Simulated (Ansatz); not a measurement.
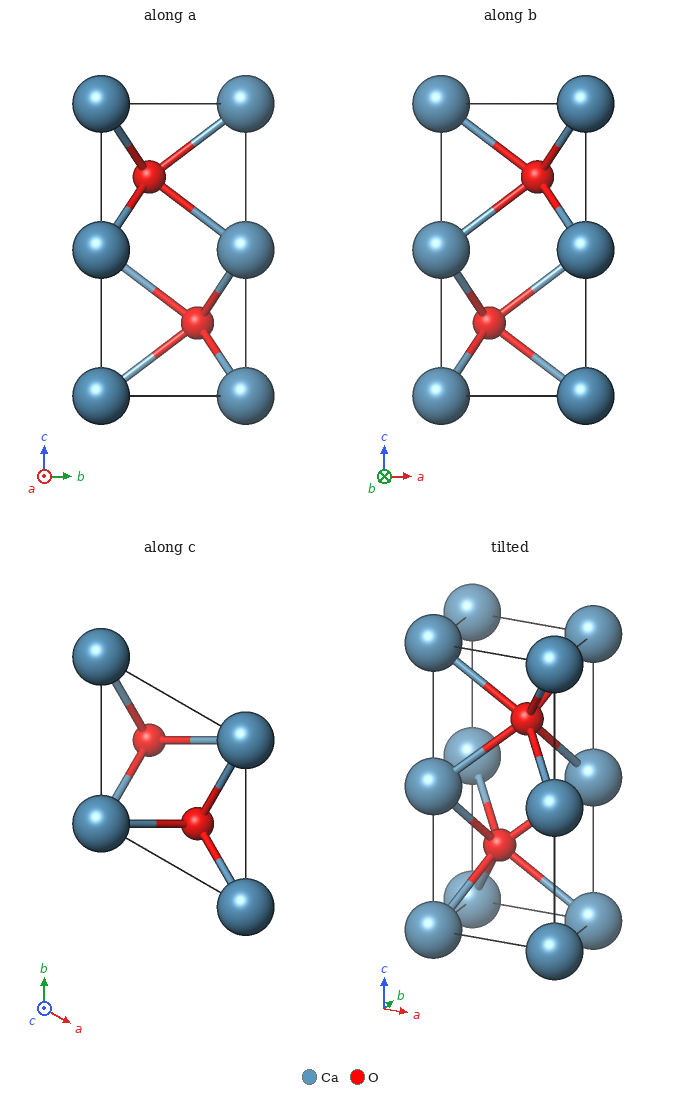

An orthographic ball-and-stick view of the structure, along the a axis, along the b axis, along the c axis and slightly off an axis. The conventional unit cell is outlined; an atom on or near a face, edge or corner is repeated at each equivalent position.

Lattice parameters: a = 3.320 Å, b = 3.320 Å, c = 5.814 Å, α = 90.00°, β = 90.00°, γ = 120.00°.

> Express the structure as a table of Wyckoff sites.

Space group P6_3/mmc (No. 194).
```
atom  site       x       y       z
  Ca    2a  0.0000  0.0000  0.0000
   O    2c  0.3333  0.6667  0.2500
```

The structure comes from a structure type filled with these elements by a generator (whether the compound takes this form wasn't checked). Earlier steps of the study may have refined or changed the cell and positions. Ansatz was used for an electronic-structure calculation on it.
